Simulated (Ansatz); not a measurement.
```
Ga Sb
1.0
     6.11123    0.00000    0.00000
     0.00000    0.00000   -6.11123
     0.00000    6.11123    0.00000
Ga Sb
4 4
Direct
  0.50000 0.50000 0.00000
  0.00000 0.50000 0.50000
  0.00000 0.00000 0.00000
  0.50000 0.00000 0.50000
  0.75000 0.75000 0.25000
  0.25000 0.75000 0.75000
  0.25000 0.25000 0.25000
  0.75000 0.25000 0.75000
```

Space group F-43m.

The calculation used DFT PBEsol, scalar-relativistic, plane waves, PAW in Ansatz 0.2.0.

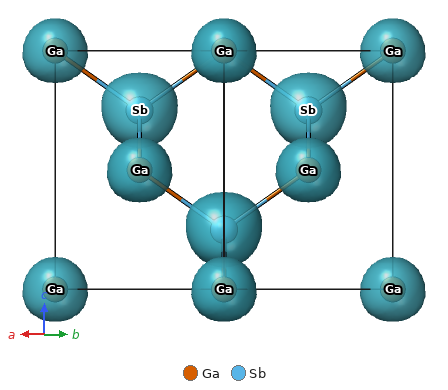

GaSb. Isosurface of the valence pseudo-density at 0.6 e/Å³ (cyan), seen along [110]. Sticks mark near contacts.

### What does this surface tell about the bonding?

At this value the density breaks into separate islands; it holds about 75 % of the electrons treated as valence (semicore included). It bridges none of the near contacts. It is pinched off along the sampled Ga–Sb (2.65 Å) contacts. On the grid the lowest density along these lines, outside the cores, is 0.4 e/Å³ (Ga–Sb, 2.65 Å).

### Does the calculation make it a metal, or give it a gap?

It is gapless in this calculation (a metal or semimetal).
